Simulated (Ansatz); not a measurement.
Consider Rh.

```xyz
2
Lattice="1.9016 -1.9016 0.0000 1.9016 1.9016 0.0000 0.0000 0.0000 3.9172" Properties=species:S:1:pos:R:3 pbc="T T T"
Rh    0.0000    0.0000    0.0000
Rh    1.9016    0.0000    1.9586
```

Space group I4/mmm; changed on purpose from its base cell (strain +0.000 along x and y, +0.030 along z, atoms carried along); computed pressure about −8 GPa in this cell; computed without spin polarisation.

Method: Ansatz, DFT r2SCAN, scalar-relativistic, plane waves, PAW.

**Predict the valence pseudo-density and electron localisation function between the atoms.**

Rh–Rh (2.69 Å): ρ is about 0.35 e/Å³ halfway; the ELF is about 0.25 at the midpoint: no localised pair shows between them.
Rh–Rh (2.73 Å): ρ is about 0.35 e/Å³ halfway; the ELF is about 0.25 at the midpoint; no localised pair shows between them.

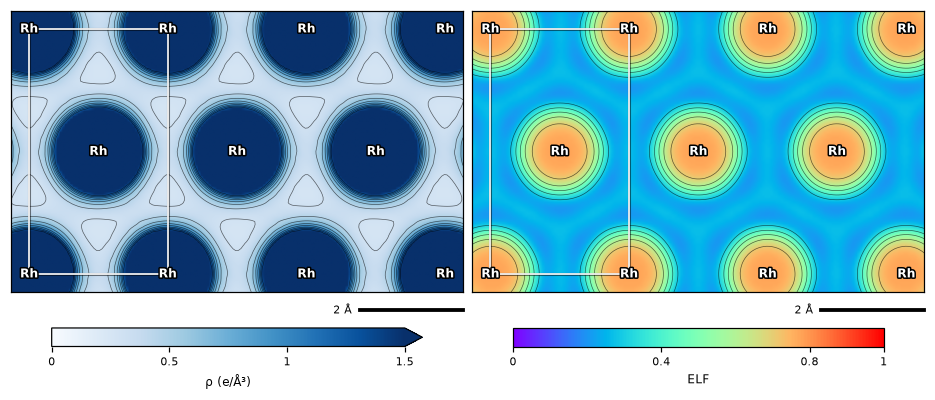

Computed valence pseudo-density and electron localisation function on the (101) plane of the conventional cell, in this order. 

The density is the valence pseudo-density of a PAW calculation; it isn't the true density close to the nuclei.
